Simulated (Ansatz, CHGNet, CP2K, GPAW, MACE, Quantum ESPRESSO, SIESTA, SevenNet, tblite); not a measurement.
# GPAW on generalised stacking fault on (111) (shuffle set) of a GaAs-GaSb solid solution (48 atoms): settings against a plane-wave reference

How do the settings of GPAW change the result for generalised stacking fault on (111) (shuffle set) of a GaAs-GaSb solid solution (48 atoms)? A plane-wave run serves as the yardstick.

Program: GPAW 26.7.0. Level of theory: the method is named at each step. Results are calculated unless marked as measured.

### 1. Set-up

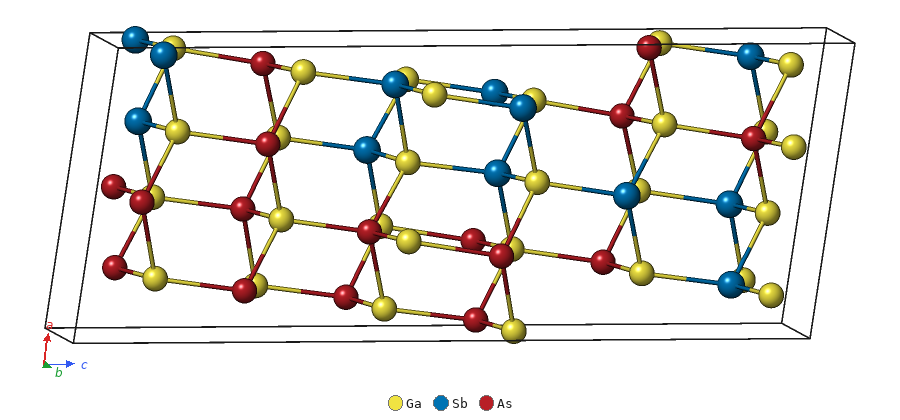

The starting structure, seen from the side, with the c axis across the page (gallium yellow, antimony blue, arsenic red). Some periodic images of atoms are drawn too.

The cell holds 48 atoms: 24 Ga, 10 Sb and 14 As. Cell: a = 8.267 Å, b = 7.159 Å, c = 20.485 Å, α = 90.0°, β = 81.3°, γ = 90.0°. Zinc-blende GaAs lattice (a = 5.8453 Å, the value set for the mixture), cell with z along [111], 2 x 1 x 2 periods; the third cell vector is tilted by 0.750 of 1/2[1-10] and lengthened by 0 Å, so the cell holds one fault (shuffle set); displaced by a Gaussian of 0.01 Å; 10 of 24 As sites given to Sb at random (lattice constant by Vegard's rule between GaAs and GaSb). Then every atom was moved at random, 0.02 Å r.m.s. a Cartesian component. The structure's axis is c.

The yardstick, on the same geometry:

| Property | Result |
| --- | --- |
| method | Kohn-Sham DFT, PBE, PAW, plane waves (Ansatz 0.2.0); cutoff 420 eV, Γ point, fermi-dirac smearing of 0.05 eV; PAW set soft_2 |
| r.m.s. force component | 0.6675 eV/Å |
| longest force | 2.353 eV/Å |
| pressure | 4.926 GPa |
| SCF cycles | 11 |
| time | 12 s on 8 threads of Arm Neoverse V1, shared host |
| CPU time | 84 s |

### 2. PBE, LCAO dzp, h 0.2 Å

Method: Kohn-Sham DFT, PBE, PAW, atomic orbitals (dzp).

The input, run.py:

```python
import numpy as np
from ase.io import read
from gpaw import GPAW, FermiDirac

atoms = read("structure.xyz")
atoms.calc = GPAW(
    mode="lcao",
    basis="dzp",
    h=0.2,
    xc="PBE",
    kpts={"size": (1, 1, 1), "gamma": True},
    occupations=FermiDirac(0.05),
    maxiter=200,
    symmetry={"point_group": False},
    txt="gpaw.txt",
)
energy = atoms.get_potential_energy(force_consistent=True)
forces = atoms.get_forces()
print(f"energy {energy:.6f} eV")
print("forces (eV/A)")
for i, (a, f) in enumerate(zip(atoms, forces)):
    print(f"{i:4d} {a.symbol:2s} {f[0]:10.5f} {f[1]:10.5f} {f[2]:10.5f}")
print(f"Fermi level {atoms.calc.get_fermi_level():.4f} eV")
for k in range(len(atoms.calc.get_ibz_k_points())):
    for s in range(atoms.calc.get_number_of_spins()):
        e = atoms.calc.get_eigenvalues(kpt=k, spin=s)
        n = np.searchsorted(e, atoms.calc.get_fermi_level())
        print(f"k {k} spin {s} levels about the Fermi level:", np.round(e[max(n - 6, 0):n], 4).tolist(), "|", np.round(e[n:n + 6], 4).tolist())
```

The input, structure.xyz:

```xyz
48
Lattice="8.26650 0.00000 0.00000 0.00000 7.15900 0.00000 3.09994 0.00000 20.24871" Properties=species:S:1:pos:R:3 pbc="T T T"
Ga 6.21267 3.55545 18.98074
Sb 6.18960 3.58057 1.27526
Ga 6.16577 5.91534 2.12713
As 6.18494 5.95135 4.65903
Ga 10.36274 3.59833 18.99936
As 2.08646 3.55623 1.24732
Ga 2.05012 5.91240 2.12551
As 2.08110 6.00082 4.62541
Ga 4.12638 0.01947 18.99754
As 4.14321 7.14891 1.29673
Ga 4.11852 2.39268 2.12247
As 4.15712 2.39454 4.66247
Ga 4.12669 4.74627 5.48801
As 4.14253 4.72530 7.96625
Ga 6.20153 1.19534 5.47525
Sb 6.21959 1.13864 7.97880
Ga 6.15144 3.58501 8.86792
Sb 6.21213 3.53225 11.38585
Ga 6.23082 5.99087 12.22394
Sb 6.22014 5.97633 14.75139
Ga 8.27535 7.14454 19.00139
Sb 8.25261 0.01360 1.27810
Ga 8.27709 2.40141 2.07246
As 8.22092 2.40141 4.60516
Ga 8.25356 4.76653 5.47444
Sb 8.28250 4.75644 8.05332
Ga 2.06501 1.18159 5.47120
As 2.10870 1.20128 8.01039
Ga 2.05083 3.61930 8.82783
As 2.10879 3.59203 11.39273
Ga 2.06247 5.99344 12.20471
As 10.36040 5.93674 14.74693
Ga 4.14359 0.01997 8.79989
As 4.11626 0.02463 11.41136
Ga 4.14410 2.35187 12.23468
As 4.15300 2.38924 14.79715
Ga 4.10657 4.78744 15.62836
Sb 4.15325 4.76167 18.13576
Ga 6.20324 1.21896 15.60264
Sb 6.19706 1.18474 18.17463
Ga 8.26091 7.14361 8.89830
Sb 8.25589 0.01919 11.38443
Ga 8.29972 2.37571 12.21341
As 8.23330 2.38037 14.70725
Ga 8.27226 4.76295 15.63018
As 8.24591 4.78099 18.14062
Ga 10.32773 1.18460 15.57895
Sb 10.33157 1.15518 18.14021
```

On the command line:

```console
$ OMP_NUM_THREADS=1 python run.py > output.txt
```

What it wrote:

```text
energy -165.829401 eV
forces (eV/A)
   0 Ga    0.35933    0.44733    1.28161
   1 Sb    0.62237    0.15239   -1.41807
   2 Ga   -0.77928    0.72341    1.18958
   3 As    0.11601    0.48069   -0.32366
   4 Ga   -1.80698   -0.18115    0.70555
   5 As    0.62186    0.57453   -0.66527
   6 Ga    0.96767   -0.73618    0.53111
   7 As   -0.02215   -0.23006   -0.05334
   8 Ga   -0.29346   -0.75837    1.18920
   9 As    0.47747    0.41470   -0.70059
  10 Ga   -0.94636   -1.22701    0.84394
  11 As   -0.27179    0.14326   -0.39422
  12 Ga   -0.07172   -0.07192   -0.08879
  13 As   -0.37984    0.80134    0.17957
  14 Ga   -0.06364   -0.47481   -1.29384
  15 Sb    0.15597    1.04498    0.11056
  16 Ga   -0.53989   -0.26147   -0.49269
  17 Sb   -0.13694    0.91788    0.02479
  18 Ga   -1.61600   -0.31269   -0.25677
  19 Sb   -0.33634    0.20552    0.09643
  20 Ga   -0.82759   -1.42668    1.41111
  21 Sb    0.55867    0.02003   -1.07429
  22 Ga    0.88645    0.15410    1.30570
  23 As    0.73540    0.21544   -0.16216
[...]
40 Ga    1.43464    0.32567   -0.74461
  41 Sb    0.42822    0.26341   -0.00757
  42 Ga    1.17961    0.67850    0.88679
  43 As    0.46297    0.43373    0.19677
  44 Ga    1.04261   -0.83158    0.19356
  45 As    0.27833    0.05449   -0.05598
  46 Ga   -0.15437   -0.27258   -0.94484
  47 Sb   -0.28287    0.91475   -0.38708
Fermi level 5.2242 eV
k 0 spin 0 levels about the Fermi level: [4.6254, 4.6412, 4.7304, 4.9036, 5.0371, 5.1791] | [5.2641, 5.5146, 5.7512, 5.897, 6.0207, 6.167]
```

gpaw.txt:

```text
Input parameters:
  mode=LCAO(),
  basis={'default': 'dzp'},
  h=0.2,
  kpts=MonkhorstPack(size=(1, 1, 1), gamma=True),
  maxiter=200,
  occupations=Occupations(name='fermi-dirac', width=0.05, fixmagmom=False),
  symmetry=Symmetry(point_group=False),
  xc=XC(name='PBE')
Unit cell  # Å
| periodic |        x |        y |         z |   lengths |    angles |
|----------|----------|----------|-----------|-----------|-----------|
|      yes | 8.266500 | 0.000000 |  0.000000 |  8.266500 | 90.000000 |
|      yes | 0.000000 | 7.159000 |  0.000000 |  7.159000 | 81.295986 |
|      yes | 3.099940 | 0.000000 | 20.248710 | 20.484626 | 90.000000 |
Number of symmetries: 1
Symmetry operations  # r_c * U_cc + t_c -> r_c
|   | kind |            matrix            |
|---|------|------------------------------|
| 0 |  E   |  1, 0, 0,  0, 1, 0,  0, 0, 1 |
BZ-sampling:
  Number of BZ points: 1
  Number of IBZ points: 1
  Monkhorst-Pack size: [1, 1, 1]
  Monkhorst-Pack shift: [0, 0, 0]
[... lines left out ...]
  Fermi-Dirac:
[... lines left out ...]
xc functional:
  name: PBE with 2 nearest neighbor stencil
interpolation: tri-quintic # 5. degree polynomial
Initialization done in: 8.639 s
convergence criteria:
- Maximum [total energy] change in last 3 cyles: 0.0005 eV / valence electron
- Maximum integral of absolute [dens]ity change: 0.0001 electrons / valence electron
- Maximum integral of absolute [eigenst]ate change: 4e-08 eV^2 / valence electron
maximum number of iterations: 200
SCF iterations
|iter     |      energy | eigst |  dens |
|---------|-------------|-------|-------|
|iter:   1| -166.637081 |      c|       |
|iter:   2| -166.415207 |      c| -1.14 |
|iter:   3| -178.558028 |      c| -1.16 |
|iter:   4| -293.579973 |      c| -1.13 |
[...]
|iter:   8| -165.893551 |      c| -1.74 |
|iter:   9| -165.802927 |      c| -1.91 |
|iter:  10| -165.770028c|      c| -2.19 |
|iter:  11| -165.762753c|      c| -2.52 |
|iter:  12| -165.761665c|      c| -2.92 |
|iter:  13| -165.761428c|      c| -3.07 |
|iter:  14| -165.761080c|      c| -3.58 |
|iter:  15| -165.761475c|      c| -3.86 |
|iter:  16| -165.761284c|      c| -3.86 |
|iter:  17| -165.761204c|      c| -4.11c|
Converged in 17 steps
SCF loop duration: 162.896 s (9.582 s/step)
Energy contributions relative to reference atoms: (reference = -3893089.329576)
Energy contributions:
  Kinetic:         751.785596
  Coulomb:        -653.534238
  Zero:              1.495764
  External:          0.000000
  Xc:             -265.440129
  Entropy:          -0.136394
  Spinorbit:         0.000000
  ----------------------------
  Free energy:    -165.829401
  Extrapolated:   -165.761204
dipole moment: (53.084356, -52.948733, -1.606320)  # |e|*Ang
Fermi level: 5.224
Eigenvalues  # (at kpt = [0.000, 0.000, 0.000])
| band index |      eig [eV] | occ [0-2] |
|------------|---------------|-----------|
|          0 |       -23.921 |     2.000 |
|        ... |               |           |
|        138 |         4.235 |     2.000 |
|        139 |         4.433 |     2.000 |
[...]
|        153 |         6.294 |     0.000 |
|        ... |               |           |
|        179 |         8.998 |     0.000 |
Gap: 0.085 eV
Transition (v -> c):
  (s=0, k=0, n=145, [0.00, 0.00, 0.00]) -> (s=0, k=0, n=146, [0.00, 0.00, 0.00])
No difference between direct/indirect transitions
Force computation time: 21.472  # s
timing:  # [seconds]
  Total:  193.032  # ━━━━━━━━━━━━━━━━━━━━━━━━━━━━━━━━━━━━━━━━━━━━━━━━━━━━━━━━
  Init:     8.638  # ━━╸
  SCF:    162.895  # ━━━━━━━━━━━━━━━━━━━━━━━━━━━━━━━━━━━━━━━━━━━━━━━╸
  Forces:  21.472  # ━━━━━━
```

Wall time 3.2 min (1 thread of Arm Neoverse V1, shared host); peak memory 1.3 GiB.

Banners, paths, timers and routine set-up lines are dropped from the logs unmarked, and long logs keep their key lines alone; longer cuts are marked.

Compared with the plane-wave run:

```yaml
r_m_s_force_component: 0.7004 eV/Å
r_m_s_difference_of_force_components: 42.35 meV/Å
longest_difference_of_force_vectors: 137.5 meV/Å
force_difference_over_r_m_s_force: 6.345 %
slope_of_forces_against_the_reference_s: 1.048
correlation_of_force_components: 0.9992
```

Length of the force difference by element (eV/Å):

```
element  atoms   mean  most
     As     14  0.064  0.10
     Ga     24  0.068  0.14
     Sb     10  0.069  0.11
```

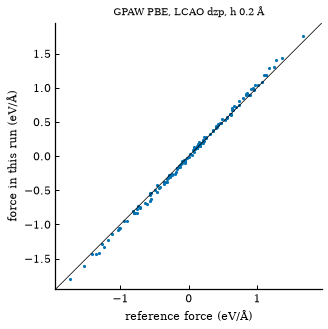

Force components against those of the reference; the line marks equality.

Local excerpt of 9 atoms (numbers count through the whole input) about Ga29, which bears the longest force; x, y, z are measured from there.

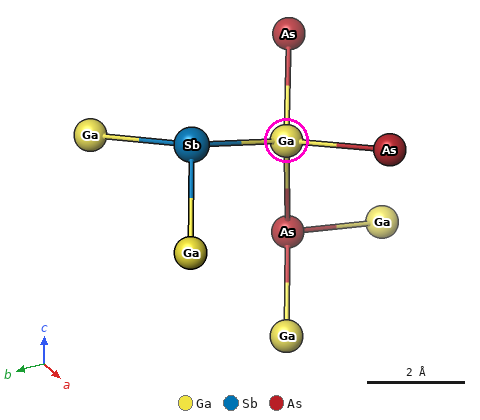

The atoms of the table, within 4.1 Å (arrows a, b, c point along x, y, z); some may hide others; the central atom is ringed.

```
atom      x      y      z  distance (Å)  bonds     Fx     Fy  Fz (eV/Å)
Ga29   0.00   0.00   0.00          0.00      4   1.75  -1.43       1.00
Sb26  -2.03   1.14  -0.77          2.46      4  -0.83   0.54      -0.68
As14   2.09   1.11  -0.86          2.52      4  -0.38   0.80       0.18
As28   0.06  -2.42  -0.82          2.55      4  -0.53   0.28      -0.15
As30   0.06  -0.03   2.56          2.57      4  -0.11   0.19      -0.30
Ga41  -2.06   3.52   0.07          4.08      4   1.43   0.33      -0.74
Ga13   2.08   1.13  -3.34          4.09      4  -0.07  -0.07      -0.09
Ga17   4.10  -0.03   0.04          4.10      4  -0.54  -0.26      -0.49
Ga25  -2.06   1.15  -3.35          4.10      4   0.15  -0.17      -0.80
```

Atoms are counted from 1 here, from 0 in the log.

Forces lie 6.3 % from the reference's, at 2.3 times its CPU time (on 1 against 8 cores).

### 3. PBE, plane waves 550 eV

Method: Kohn-Sham DFT, PBE, PAW, plane waves.

Edit run.py of step 2 so:

```diff
@@ -2,3 +2,4 @@
 from ase.io import read
-from gpaw import GPAW, FermiDirac
+from gpaw import GPAW, FermiDirac, PW
+from ase.parallel import parprint as print
 
@@ -6,5 +7,3 @@
 atoms.calc = GPAW(
-    mode="lcao",
-    basis="dzp",
-    h=0.2,
+    mode=PW(550),
     xc="PBE",
@@ -14,2 +13,3 @@
     symmetry={"point_group": False},
+    nbands=396,
     txt="gpaw.txt",
@@ -22,2 +22,6 @@
     print(f"{i:4d} {a.symbol:2s} {f[0]:10.5f} {f[1]:10.5f} {f[2]:10.5f}")
+stress = -atoms.get_stress(voigt=False) * 160.21766
+print("stress (GPa, compression positive)")
+for row in stress:
+    print(" ".join(f"{x:10.4f}" for x in row))
 print(f"Fermi level {atoms.calc.get_fermi_level():.4f} eV")
```

structure.xyz is that of step 2.

On the command line:

```console
$ OMP_NUM_THREADS=1 mpirun -np 2 gpaw python run.py > output.txt
```

What it wrote:

```text
energy -174.796349 eV
forces (eV/A)
   0 Ga    0.31529    0.41651    1.19779
   1 Sb    0.63034    0.16042   -1.34579
   2 Ga   -0.74907    0.68232    1.14029
   3 As    0.12126    0.45331   -0.32926
   4 Ga   -1.76104   -0.18870    0.66387
   5 As    0.62534    0.57251   -0.62603
   6 Ga    0.92680   -0.72704    0.52920
   7 As   -0.01567   -0.20651   -0.07790
   8 Ga   -0.31296   -0.72911    1.13011
   9 As    0.47980    0.41127   -0.65937
  10 Ga   -0.89957   -1.18521    0.80647
  11 As   -0.25416    0.15156   -0.39665
[...]
43 As    0.44475    0.41848    0.17097
  44 Ga    0.98784   -0.80201    0.21021
  45 As    0.26244    0.06776   -0.06576
  46 Ga   -0.14616   -0.26749   -0.88933
  47 Sb   -0.26561    0.85507   -0.35894
stress (GPa, compression positive)
   11.3735    -0.1849     1.3814
   -0.1849     1.4774    -0.4211
    1.3814    -0.4211     2.6034
Fermi level 5.1995 eV
k 0 spin 0 levels about the Fermi level: [4.6048, 4.6289, 4.7114, 4.8805, 5.0151, 5.1529] | [5.2407, 5.4759, 5.7097, 5.8515, 5.9813, 6.1136]
```

gpaw.txt:

```text
Input parameters:
  mode=PW(ecut=550.0),
  kpts=MonkhorstPack(size=(1, 1, 1), gamma=True),
  maxiter=200,
  nbands=396,
  occupations=Occupations(name='fermi-dirac', width=0.05, fixmagmom=False),
  symmetry=Symmetry(point_group=False),
  xc=XC(name='PBE')
[... lines left out ...]
  Converge bands: occupied
[... lines left out ...]
  Fermi-Dirac:
[... lines left out ...]
convergence criteria:
- Maximum [total energy] change in last 3 cyles: 0.0005 eV / valence electron
[... lines left out ...]
Converged in 18 steps
[... lines left out ...]
  Free energy:    -174.796349
[... lines left out ...]
Fermi level: 5.200
[... lines left out ...]
|------------|---------------|-----------|
|          0 |       -23.917 |     2.000 |
|        ... |               |           |
|        138 |         4.226 |     2.000 |
|        139 |         4.420 |     2.000 |
[...]
|        ... |               |           |
[...]
Gap: 0.088 eV
Transition (v -> c):
  (s=0, k=0, n=145, [0.00, 0.00, 0.00]) -> (s=0, k=0, n=146, [0.00, 0.00, 0.00])
No difference between direct/indirect transitions
Force computation time: 3.295  # s
Stress tensor  # eV/Ang^3
|         x |         y |         z |
|-----------|-----------|-----------|
[...]
|  0.001154 | -0.009221 |  0.002628 |
| -0.008622 |  0.002628 | -0.016249 |
Stress computation time: 18.131  # s
```

Run time: 3.6 min. Hardware: 2 MPI ranks; peak memory 1.4 GiB; 7.2 min of CPU time.

Numbers from this run, and their distance from the reference:

```yaml
r_m_s_force_component: 0.6716 eV/Å
r_m_s_difference_of_force_components: 24.56 meV/Å
longest_difference_of_force_vectors: 74.81 meV/Å
force_difference_over_r_m_s_force: 3.679 %
slope_of_forces_against_the_reference_s: 1.005
correlation_of_force_components: 0.9993
pressure: 5.151 GPa
pressure_difference: 0.2251 GPa
```

Against the first run (6.3 %), the force difference from the reference is 3.7 %, at 2.2 times the CPU time (on 2 against 1 cores).

The run ends at a pressure of 5.15 GPa, with forces up to 2.4 eV/Å.

### 4. PBE, LCAO dzp, h 0.15 Å

Method: Kohn-Sham DFT, PBE, PAW, atomic orbitals (dzp).

Edit run.py of step 3 so:

```diff
@@ -2,4 +2,3 @@
 from ase.io import read
-from gpaw import GPAW, FermiDirac, PW
-from ase.parallel import parprint as print
+from gpaw import GPAW, FermiDirac
 
@@ -7,3 +6,5 @@
 atoms.calc = GPAW(
-    mode=PW(550),
+    mode="lcao",
+    basis="dzp",
+    h=0.15,
     xc="PBE",
@@ -13,3 +14,2 @@
     symmetry={"point_group": False},
-    nbands=396,
     txt="gpaw.txt",
@@ -22,6 +22,2 @@
     print(f"{i:4d} {a.symbol:2s} {f[0]:10.5f} {f[1]:10.5f} {f[2]:10.5f}")
-stress = -atoms.get_stress(voigt=False) * 160.21766
-print("stress (GPa, compression positive)")
-for row in stress:
-    print(" ".join(f"{x:10.4f}" for x in row))
 print(f"Fermi level {atoms.calc.get_fermi_level():.4f} eV")
```

structure.xyz is that of step 3.

On the command line:

```console
$ OMP_NUM_THREADS=1 python run.py > output.txt
```

What it wrote:

```text
energy -166.215349 eV
forces (eV/A)
   0 Ga    0.35973    0.44461    1.27651
   1 Sb    0.62193    0.15221   -1.42968
   2 Ga   -0.77684    0.71867    1.18722
   3 As    0.11744    0.47753   -0.32444
   4 Ga   -1.80748   -0.18395    0.69443
   5 As    0.62174    0.58318   -0.66553
   6 Ga    0.96938   -0.73729    0.52900
   7 As   -0.01709   -0.23240   -0.04980
   8 Ga   -0.29193   -0.75545    1.18417
   9 As    0.46988    0.40860   -0.70332
  10 Ga   -0.94583   -1.22570    0.83996
  11 As   -0.26443    0.14482   -0.39588
[...]
43 As    0.46294    0.43448    0.19977
  44 Ga    1.04353   -0.83516    0.19948
  45 As    0.27732    0.06246   -0.05118
  46 Ga   -0.15934   -0.27526   -0.94770
  47 Sb   -0.26966    0.89385   -0.37989
Fermi level 5.2239 eV
k 0 spin 0 levels about the Fermi level: [4.6255, 4.6412, 4.7305, 4.9037, 5.0371, 5.179] | [5.2637, 5.5142, 5.7508, 5.8966, 6.0202, 6.1667]
```

gpaw.txt:

```text
Input parameters:
  mode=LCAO(),
  basis={'default': 'dzp'},
  h=0.15,
  kpts=MonkhorstPack(size=(1, 1, 1), gamma=True),
  maxiter=200,
  occupations=Occupations(name='fermi-dirac', width=0.05, fixmagmom=False),
  symmetry=Symmetry(point_group=False),
  xc=XC(name='PBE')
[... lines left out ...]
  Fermi-Dirac:
[... lines left out ...]
convergence criteria:
- Maximum [total energy] change in last 3 cyles: 0.0005 eV / valence electron
[... lines left out ...]
Converged in 17 steps
[... lines left out ...]
  Free energy:    -166.215349
[... lines left out ...]
Fermi level: 5.224
[... lines left out ...]
|          0 |       -23.923 |     2.000 |
|        ... |               |           |
|        138 |         4.235 |     2.000 |
|        139 |         4.433 |     2.000 |
[...]
|        153 |         6.293 |     0.000 |
|        ... |               |           |
|        179 |         8.998 |     0.000 |
Gap: 0.085 eV
Transition (v -> c):
  (s=0, k=0, n=145, [0.00, 0.00, 0.00]) -> (s=0, k=0, n=146, [0.00, 0.00, 0.00])
No difference between direct/indirect transitions
Force computation time: 48.443  # s
timing:  # [seconds]
  Total:  426.711  # ━━━━━━━━━━━━━━━━━━━━━━━━━━━━━━━━━━━━━━━━━━━━━━━━━━━━━━━━
  Init:    14.567  # ━━
  SCF:    363.676  # ━━━━━━━━━━━━━━━━━━━━━━━━━━━━━━━━━━━━━━━━━━━━━━━╸
  Forces:  48.443  # ━━━━━━╸
```

It took 7.1 min on 1 thread; peak memory 2.9 GiB.

Compared with the plane-wave run:

| Property | Result |
| --- | --- |
| r.m.s. force component | 0.7001 eV/Å |
| r.m.s. difference of force components | 41.82 meV/Å |
| longest difference of force vectors | 131.8 meV/Å |
| force difference over r.m.s. force | 6.265 % |
| slope of forces against the reference's | 1.048 |
| correlation of force components | 0.9993 |
| energy less the same-level run's | -8.041 meV/atom |
| r.m.s. force difference from the same-level run | 5.157 meV/Å |

Against the first run (6.3 %), the force difference from the reference is 6.3 %, at 2.2 times the CPU time: the change moves forces by 5.2 meV/Å r.m.s., so most of the difference comes from elsewhere.

(Continued in part 2 of 2.)

[Also dropped from logs without a mark: logging warnings of Python, and SIESTA's first energy breakdown and zero terms.]

[Logs are printed without paths, hosts, clocks, repeated set-up lines and the standing remarks that a program may print on its own settings, such as how far it seeks lower states.]

[Hosts, paths, dates, database ids (printed as entryN), source tags and the programs' standing remarks are cut or masked in the printed files.]
